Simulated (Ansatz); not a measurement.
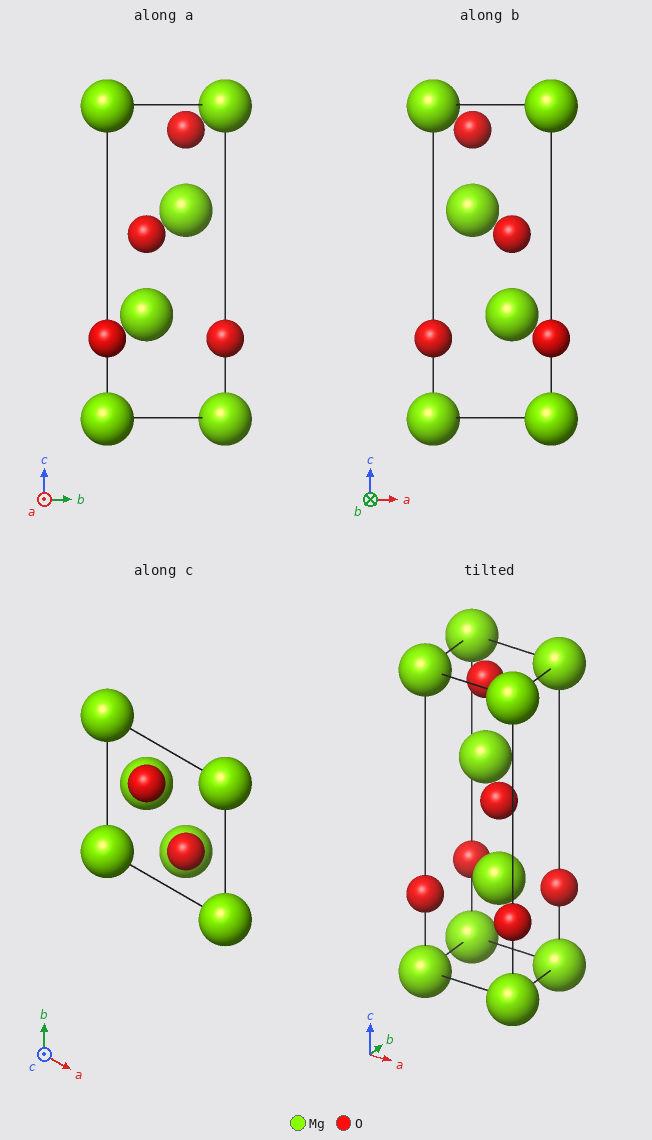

Drawn in the spheres-only manner and seen along the a axis, along the b axis, along the c axis and slightly off an axis. The conventional unit cell is drawn as a box.

Lattice parameters: a = 3.360 Å, b = 3.360 Å, c = 7.726 Å, α = 90.00°, β = 90.00°, γ = 120.00°. Put a along x and b in the xy plane.

Question: Give the structure in the form of a POSCAR file, with free fractional coordinates to two decimals.

Answer:
```
Mg O
1.0
     3.360    0.000    0.000
    -1.680    2.910    0.000
     0.000    0.000    7.726
Mg O
3 3
Direct
  0.3333 0.6667 0.66
  0.00 0.00 0.00
  0.6667 0.3333 0.33
  0.3333 0.6667 0.92
  0.00 0.00 0.25
  0.6667 0.3333 0.59
```

Starting structure: a structure type filled with these elements by a generator (whether the compound takes this form wasn't checked). The cell was then strained or its atoms displaced on purpose. It was run through Ansatz as a DFT input.
